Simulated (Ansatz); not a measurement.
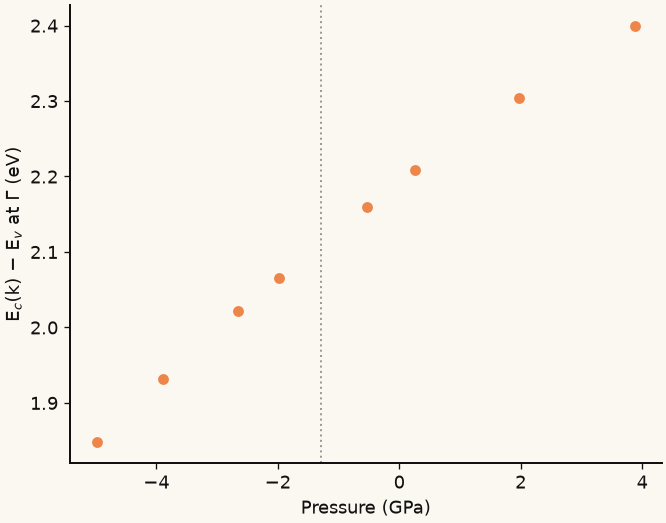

Lowest conduction level at Γ, counted from the valence-band top at Γ. One run is left out (dotted line).

System: wurtzite ZnS, space group P6_3mc (No. 186), 4 atoms in the cell. The cell is scaled at fixed shape and fractional positions. At 19.60 Å³/atom, a = 3.811 Å, c = 6.234 Å (hexagonal axes). Level of theory: PBEsol, all-electron LAPW, no spin polarisation, no spin-orbit coupling, 8×8×5 k mesh, Fermi-Dirac smearing of 0.03 eV; code Ansatz 0.2.0.

```
pressure  Γ (eV)  volume (Å³/atom)
−5.0 GPa    1.85             20.78
−3.9 GPa    1.93             20.39
−2.7 GPa    2.02             19.99
−2.0 GPa    2.07             19.80
−0.5 GPa    2.16             19.41
 0.3 GPa    2.21             19.21
 2.0 GPa    2.30             18.82
 3.9 GPa    2.40             18.43
```

**Estimate the values at −1.3 GPa.**

A fit through the other points gives 2.11 eV at Γ (a parabola). The run itself gives 2.11 eV, within 0.01 eV of the estimate.

The valence top at Γ is single at −5.0 GPa and twofold at 3.9 GPa, so the reference level changes its character along the series. LDA, GGA and most meta-GGA functionals understate gaps. The usual form of ZnS is zincblende, though both occur.
